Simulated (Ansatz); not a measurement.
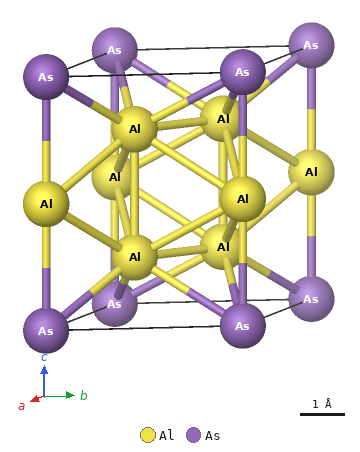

A crystal of Al5As (a generated structure, set up in P6/mmm), before the relaxation. The picture is a ball-and-stick view of the cell of the calculation, seen slightly off an axis.

The calculation used Ansatz 0.2.0, DFT PBE, scalar-relativistic, plane waves, PAW.

Input file:
```yaml
crystal:
  lattice:
    - [4.587333846, 0.0, 0.0]
    - [-2.293666923, 3.9727476463, 0.0]
    - [0.0, 0.0, 5.8846928378]
  atoms:
    - { symbol: Al, position: [0.3333333333, 0.6666666667, 0.2474774115] }
    - { symbol: Al, position: [0.3333333333, 0.6666666667, 0.7525225885] }
    - { symbol: Al, position: [0.6666666667, 0.3333333333, 0.7525225885] }
    - { symbol: Al, position: [0.6666666667, 0.3333333333, 0.2474774115] }
    - { symbol: Al, position: [0.0, 0.0, 0.5] }
    - { symbol: As, position: [0.0, 0.0, 0.0] }
basis:
  ecutwfc: 420
kpoints:
  mp_grid: { grid: [12, 12, 6] }
hamiltonian:
  xc: pbe
scf:
  occupations: { method: gaussian, width: 0.1 }
output:
  forces: true
  stress: true
  eigenvalues: true
relax:
  adjacent_minimum: "off"
  f_tol: 0.01
  max_steps: 80
  cell: { stress_tol: 0.05 }
```

Command:
```bash
ansatz run input.yaml --threads 1 --pin off --max-ram 2560MiB --backend cpu --events-out ev --progress --plain --runs-dir out
```

> What does the optimiser find from here?

The energy falls by 9.1 meV per atom in 4 accepted moves (5 points after the start). The largest force component goes from 0.17 to 0.0012 eV/Å. The pressure goes from 0.35 to 0.02 GPa. At 1 point the geometry stayed and the basis and grid were re-selected for the new cell (energy shift of 0.1 meV per atom at most each time). The largest moves relative to the cell, 0.035 Å, are those of Al1, Al2, Al3 and Al4. Al1 goes along +c. As stays in place. The drawn cell changes as follows: a = b 4.587 → 4.673 Å (+1.9 %), c 5.885 → 5.661 Å (−3.8 %); the volume changes by −0.2 %. Some distances before and after: Al1–Al2 2.972 → 2.789 Å, Al5–As6 2.942 → 2.831 Å, Al1–Al4 2.648 → 2.698 Å, Al1–Al2 (another image) 2.913 → 2.872 Å. The space group stays P6/mmm (No. 191). The run took 42 s on 1 thread of Intel(R) Xeon(R) CPU @ 2.80GHz (Skylake/Cascade Lake), on a shared host, peak memory 0.52 GiB.

The structure at the end:

```xyz
6
Lattice="4.6726 0.0000 0.0000 -2.3363 4.0466 0.0000 0.0000 0.0000 5.6614" Properties=species:S:1:pos:R:3 pbc="T T T"
Al    0.0000    2.6978    1.4361
Al    0.0000    2.6978    4.2253
Al    2.3363    1.3489    4.2253
Al    2.3363    1.3489    1.4361
Al    2.3363    4.0466    2.8307
As    2.3363    4.0466    5.6614
```

After the run, drawn alike:

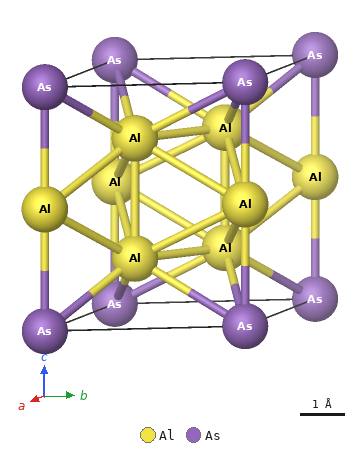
